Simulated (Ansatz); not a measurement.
**Run report: Mo, geometry relaxation (part 2 of 2)**

Mo (slab, 5 atoms in the cell); DFT PBE, scalar-relativistic, plane waves, PAW, no spin polarisation (Ansatz 0.2.0); cutoff 420 eV, 9×9×1 k-mesh, Gaussian smearing of 0.1 eV. The structure derives from an entry of the Crystallography Open Database. The input holds or restrains some coordinates. Forces given for the steps count only the free coordinates.

Geometry of the input (Å; fractional positions):
```
3.1604  0.0000  0.0000
0.0000  3.1604  0.0000
0.0000  0.0000  23.3209
Mo 0.5000  0.5000  0.3645
Mo 0.0000  0.0000  0.4322
Mo 0.5000  0.5000  0.5000
Mo 0.0000  0.0000  0.5678
Mo 0.5000  0.5000  0.6355
```

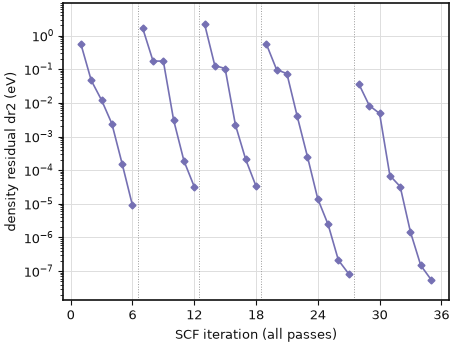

Figure 1. Convergence of the self-consistent field: density residual dr2 against the SCF iteration. The dotted lines part the SCF passes of the relaxation: geometry steps, rejected trials and re-solves on a re-selected basis. The 5 passes take 6 to 9 iterations each, 35 in all.

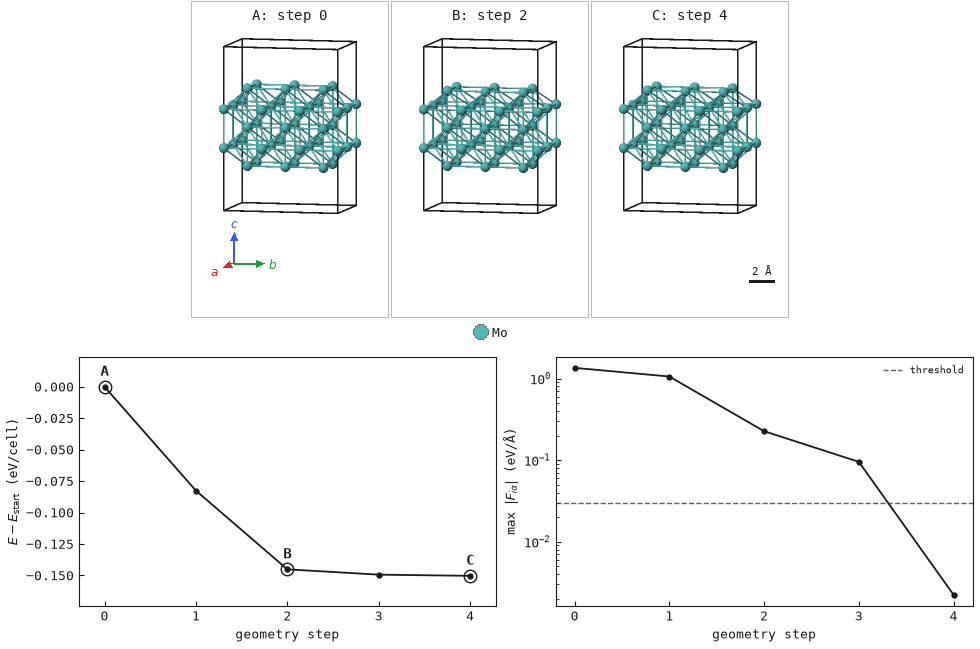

Figure 2. Frames of the restrained relaxation (ball-and-stick view of the 2 × 3 repeat of the cell, with the vacuum cut short, seen slightly off an axis) above the curves, on which the letters mark them (the first geometry is step 0 here and step 1 in the log).

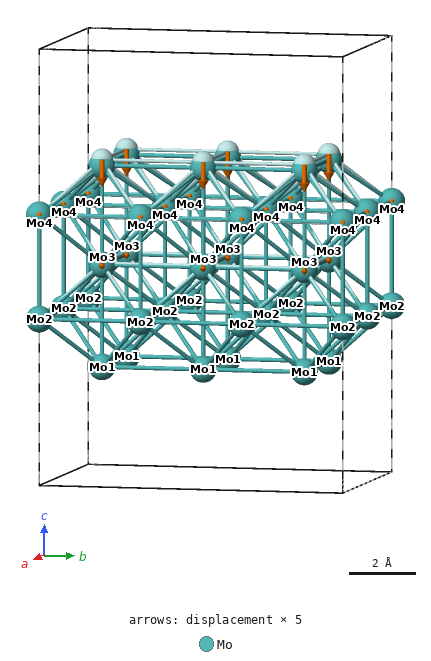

Figure 3. Start (faint) and end (solid) with the displacements as orange arrows, magnified 5 times (ball-and-stick view of the 2 × 3 repeat of the cell, with the vacuum cut short, seen slightly off an axis). Over 4 geometry steps the energy falls by 0.150 eV per cell of the calculation. Largest force component: 1.4 eV/Å at the start, 0.0022 eV/Å at the end. The atom that moves furthest is Mo5 (0.17 Å). The cell stays as it was. Among the contacts that change: Mo3–Mo5 3.160 → 3.033 Å, Mo4–Mo5 2.737 → 2.631 Å, Mo1–Mo3 3.160 → 3.120 Å, Mo3–Mo4 2.737 → 2.775 Å. (Atoms are counted from 1 in the order of the input.)

```
WARN: The output density's exchange-correlation potential varies sharply where the density is thin. Do not read a vacuum level from v_tot or v_xc, or from such a field of the output density. On a cell that repeats whose density bears no net charge and no dipole along the vacuum's axis use v_es (v_loc + v_h of the components); under efield.dipole_correction with no amplitude use v_es + v_field, which holds any external_charges[].barrier, or the levels of the report's work_function block, which leave it out; under a non-zero efield.amplitude the vacuum is tilted and has no level; on a cell that repeats and bears such a dipole with no correction it is tilted too, and efield.dipole_correction with no amplitude gives each side of its ramp a level where efield: is served; in a cell that repeats whose density bears a net charge (total_charge, or a fill off its count) it is curved and has none; of a slab under crystal.periodic whose density bears no net charge use v_es, which has a level on each side, short of where the two are joined; of another it falls or rises all the way out and has none; of a slab beside external_charges read slab_vacuum_level instead, which it has where they leave it neutral. The grid or the basis barely resolves most such structure, and the values can differ between equally converged runs; as a rule a tighter scf.convergence.dr2_threshold does not remove it. Where the density itself ripples (under the LDA too) a higher basis.ecutwfc lessens it. The files hold the spikes' plane waves up to the density's cutoff. Files: v_tot_of_output_density and the like, and their columns of v_z.tsv (output.write_potential); v_xc_of_output_density and the like, and their columns of v_comp_z.tsv (output.write_potential_components). Measured: with its Gaussian average of σ = 0.25 Å subtracted twice, the exchange-correlation potential is over 0.1 eV at 541 of the grid points where the equally averaged density (valence and model cores) is under 1e-3 e/Å³, and 0.312 eV at the most among them, at an averaged density of 2.7e-8 e/Å³. The input density's (outcome.potential() and, of a run that writes arrays, v_tot and v_xc) is over 0.1 eV, so measured, at 7 points of its own thin density, 0.112 eV at the most. See output.write_potential in the manual, Limitations
SCF converged after 8 iterations
Free energy (F): -24775.869699 eV
Harris-Foulkes:  -24775.869699 eV  (|F-HF|=3.78e-8)
Internal energy: -24775.831786 eV  (E = F + TS)
E sigma→0 (E₀):  -24775.850743 eV
Entropy (-TS):   -0.037912 eV (-7.582 meV/atom)
Fermi energy:    4.515516 eV
Dipole field:    D = 0.005248 V/Å  (p = 0.006756 e·Å, saw-weighted, corrected)
Work function:   Φ+ = 3.9003 eV   Φ− = 4.0227 eV
Levels:          The Fermi level and band energies are counted from a zero that moves with the ramp; work functions are not
--- Per-component energies (eV) ---
  E_band       = -1416.588107
  E_kinetic    = 2197.023881
  E_local      = -81406.686810  (includes V_loc(G=0)·N_el)
  E_nonlocal   = 718.139504
  E_hartree    = 39466.428679
  E_xc         = -911.563867
  E_vxc        = -1137.008335  (∫ρ·V_xc dr)
  E_paw        = -16007.172250  (= ΣΔE_a)
  E_vpaw       = -720.959480  (= ΣTr[D̂ρ^β])
  E_aug_tail   = 0.000214  (compensation charges beyond the density's cutoff)
  E_efield     = 0.000018  (sawtooth field / dipole correction)
  E_vefield    = 0.013642  (∫n·V_field dr)
  E_ewald      = 31167.998844
  E_smearing   = -0.037912  (= −TS)
  E_closure    = 0.000000  (closes the sum)
  Σ components = -24775.869699   (vs F -24775.869699, Δ=0.00e0)
--- Forces (eV/Å), atoms counted from 1 ---
  atom   1  Mo     0.00000000     0.00000000     1.02435988
  atom   2  Mo     0.00000000     0.00000000    -1.02166317
  atom   3  Mo     0.00000000     0.00000000    -0.00149748
  atom   4  Mo    -0.00000000     0.00000000    -0.00223778
  atom   5  Mo     0.00000000     0.00000000     0.00110059
  max |Σ_I F_I| component: 6.20e-5 eV/Å
--- Band table (eV; the first three rows and the last of 15) ---
  k-point 0: bands = ["-56.7017", "-56.4936", "-56.4127", "-56.2452", "-56.0925", "-30.9405", "-30.8790", "-30.8790", "-30.7410", "-30.6247", "-30.6247", "-30.6125", "-30.3539", "-30.3539", "-30.2537", "-30.0356", "-30.0356", "-30.0345", "-29.8549", "-29.8549", "-1.9904", "-0.5353", "-0.4142", "-0.2390", "0.4670", "0.9959", "1.0656", "2.2558", "3.2729", "3.2729", "3.3892", "3.7084", "3.7084", "4.1968", "4.3585", "4.4225", "4.4225", "4.4486", "4.4640", "5.7338", "5.7909", "5.8221"]
  k-point 1: bands = ["-56.6901", "-56.4841", "-56.4110", "-56.2503", "-56.0994", "-30.9841", "-30.9474", "-30.8528", "-30.7283", "-30.6897", "-30.6052", "-30.5286", "-30.4486", "-30.3525", "-30.1512", "-30.1117", "-30.0510", "-29.9991", "-29.8769", "-29.8685", "-1.7455", "-0.3553", "-0.2677", "-0.0655", "0.5638", "1.0284", "1.1746", "2.2870", "2.9106", "3.0202", "3.1262", "3.7011", "3.8531", "3.9290", "3.9658", "4.4890", "4.6536", "4.9252", "5.1618", "5.1646", "5.5379", "6.0430"]
  k-point 2: bands = ["-56.6587", "-56.4588", "-56.4069", "-56.2645", "-56.1185", "-31.0979", "-31.0572", "-30.7796", "-30.7790", "-30.7289", "-30.5504", "-30.5254", "-30.4622", "-30.3510", "-30.1563", "-30.0950", "-30.0706", "-30.0132", "-29.9385", "-29.8844", "-1.0992", "-0.0890", "0.0070", "0.5080", "0.6567", "0.8537", "1.8299", "2.2930", "2.4565", "2.9436", "3.0960", "3.3165", "3.6262", "3.6652", "3.8280", "4.9866", "5.0002", "5.1998", "5.2484", "5.3983", "5.6562", "5.7011"]
  k-point 14: bands = ["-56.5627", "-56.3998", "-56.3634", "-56.2824", "-56.1498", "-31.2685", "-31.2517", "-30.9956", "-30.9588", "-30.7071", "-30.6681", "-30.5618", "-30.4359", "-30.4127", "-30.3943", "-30.3218", "-30.1220", "-30.1150", "-29.9069", "-29.9002", "-0.0654", "0.0704", "1.1031", "1.3212", "1.3841", "1.6441", "1.7992", "1.8439", "2.4620", "2.5159", "2.5736", "3.6374", "3.6995", "5.7170", "5.8709", "5.8878", "6.0704", "6.1179", "6.3763", "6.5555", "6.7935", "6.8119"]
--- Relaxed structure (5 steps of the walk, 5 accepted, 0 SCFs on fresh bases) ---
  F+E_penalty+E_count = -24775.86969870 eV   max|allowed force component| = 2.238e-3 eV/Å
  atoms:
    - { symbol: Mo, position: [0.5, 0.5, 0.3644802] }
    - { symbol: Mo, position: [0.0, 0.0, 0.4322401] }
    - { symbol: Mo, position: [0.5, 0.5, 0.49824573311284065] }
    - { symbol: Mo, position: [-1.1121301570198432e-33, 0.0, 0.5687788099718933] }
    - { symbol: Mo, position: [0.5, 0.5, 0.6283142490957215] }
```

## Trajectory as extended XYZ (Å, eV, eV/Å), 5 frames, from step=1 to step=5
```
5
Lattice="3.1604 0.0000 0.0000 0.0000 3.1604 0.0000 0.0000 0.0000 23.3209" Properties=species:S:1:pos:R:3:forces:R:3 step=1 energy=-24775.71941
Mo    1.5802    1.5802    8.5000    0.0000   0.0000   1.3515
Mo    0.0000    0.0000   10.0802    0.0000   0.0000  -1.1996
Mo    1.5802    1.5802   11.6604    0.0000   0.0000   0.0000
Mo    0.0000    0.0000   13.2407    0.0000   0.0000   1.1996
Mo    1.5802    1.5802   14.8209    0.0000   0.0000  -1.3515
5
Lattice="3.1604 0.0000 0.0000 0.0000 3.1604 0.0000 0.0000 0.0000 23.3209" Properties=species:S:1:pos:R:3:forces:R:3 step=2 energy=-24775.80198
Mo    1.5802    1.5802    8.5000    0.0000   0.0000   1.1687
Mo    0.0000    0.0000   10.0802    0.0000   0.0000  -0.5248
Mo    1.5802    1.5802   11.6850    0.0000   0.0000  -0.7867
Mo    0.0000    0.0000   13.3238    0.0000   0.0000  -0.9124
Mo    1.5802    1.5802   14.6262    0.0000   0.0000   1.0575
5
Lattice="3.1604 0.0000 0.0000 0.0000 3.1604 0.0000 0.0000 0.0000 23.3209" Properties=species:S:1:pos:R:3:forces:R:3 step=3 energy=-24775.86454
Mo    1.5802    1.5802    8.5000    0.0000   0.0000   0.9716
Mo    0.0000    0.0000   10.0802    0.0000   0.0000  -1.2438
Mo    1.5802    1.5802   11.6032    0.0000   0.0000  -0.0102
Mo    0.0000    0.0000   13.2265    0.0000   0.0000   0.2261
Mo    1.5802    1.5802   14.6168    0.0000   0.0000   0.0530
5
Lattice="3.1604 0.0000 0.0000 0.0000 3.1604 0.0000 0.0000 0.0000 23.3209" Properties=species:S:1:pos:R:3:forces:R:3 step=4 energy=-24775.86876
Mo    1.5802    1.5802    8.5000    0.0000   0.0000   1.0464
Mo    0.0000    0.0000   10.0802    0.0000   0.0000  -0.9625
Mo    1.5802    1.5802   11.6243    0.0000   0.0000   0.0313
Mo    0.0000    0.0000   13.2767    0.0000   0.0000  -0.0200
Mo    1.5802    1.5802   14.6713    0.0000   0.0000  -0.0953
5
Lattice="3.1604 0.0000 0.0000 0.0000 3.1604 0.0000 0.0000 0.0000 23.3209" Properties=species:S:1:pos:R:3:forces:R:3 step=5 energy=-24775.86970
Mo    1.5802    1.5802    8.5000    0.0000   0.0000   1.0244
Mo    0.0000    0.0000   10.0802    0.0000   0.0000  -1.0217
Mo    1.5802    1.5802   11.6195    0.0000   0.0000  -0.0015
Mo    0.0000    0.0000   13.2644    0.0000   0.0000  -0.0022
Mo    1.5802    1.5802   14.6528    0.0000   0.0000   0.0011
```

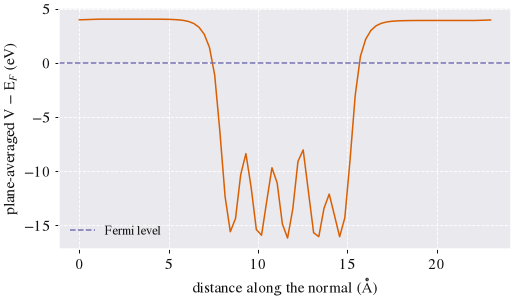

Figure 4. Plane average of the electrostatic potential energy of an electron across the cell, from the Fermi level. The vacuum level lies 3.90 eV above the Fermi level on the upper side and 4.02 eV on the lower.

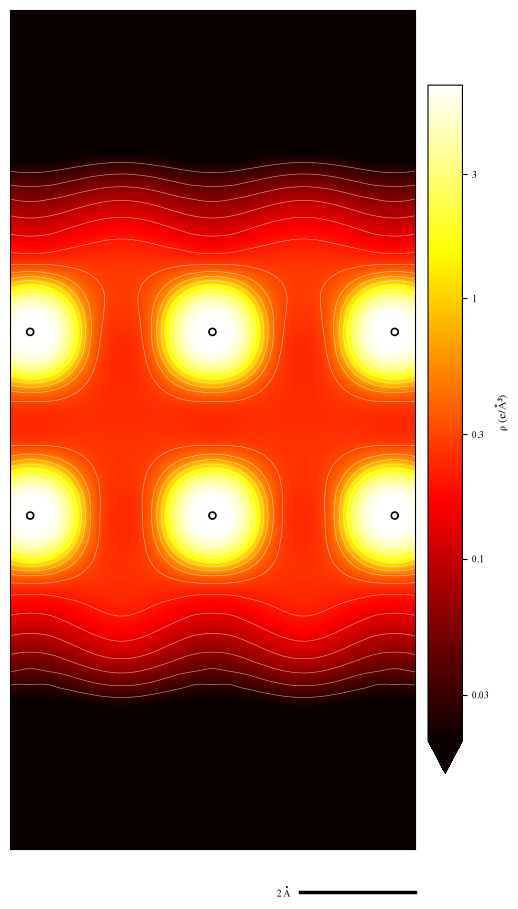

Figure 5. Valence electron density on the (010) plane of the calculation cell, a cut from vacuum to vacuum. Circles mark the nuclei in the plane (Mo). The density dies away to nearly zero in the vacuum. Core electrons are frozen (PAW), so the fields are smoothed inside the atomic spheres.

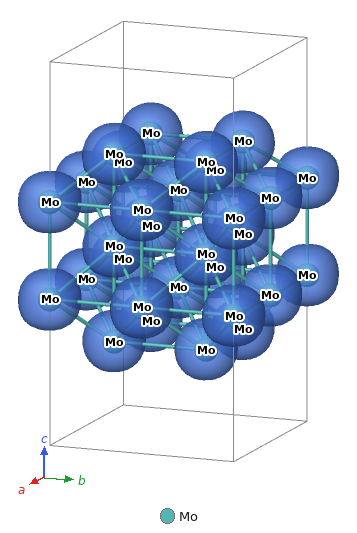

Figure 6. Isosurface of the valence charge density (pseudo) at 0.6 e/Å³ (blue), seen slightly off an axis. Sticks mark near contacts. At this value the density breaks into separate islands; it holds about 75 % of the electrons treated as valence (semicore included). It is pinched off along the Mo–Mo (2.63 Å), Mo–Mo (2.71 Å), Mo–Mo (2.77 Å) and Mo–Mo (3.03 Å) contacts. On the grid the lowest density along these lines, outside the cores, is 0.46 e/Å³ (Mo–Mo, 2.63 Å), 0.38 e/Å³ (Mo–Mo, 2.71 Å), 0.34 e/Å³ (Mo–Mo, 2.77 Å) and 0.28 e/Å³ (Mo–Mo, 3.03 Å).

## Summary

- outcome: converged under the restraints of the input
- electrons treated: 70
- free energy: −24775.8697 eV
- work function, top face: 3.90 eV
- work function, bottom face: 4.02 eV
- Fermi energy: 4.516 eV
- gap on the k-point mesh: none (metallic)
- final volume: 232.94 Å³
- work function (upper face): 3.90 eV
- largest force (length of the vector) at the end, held atoms and coordinates included: 1.024 eV/Å
- wall time: 94 s
- peak memory: 0.44 GiB

## Notes

Warnings of the run: the exchange-correlation potential is rough where the density is thin.
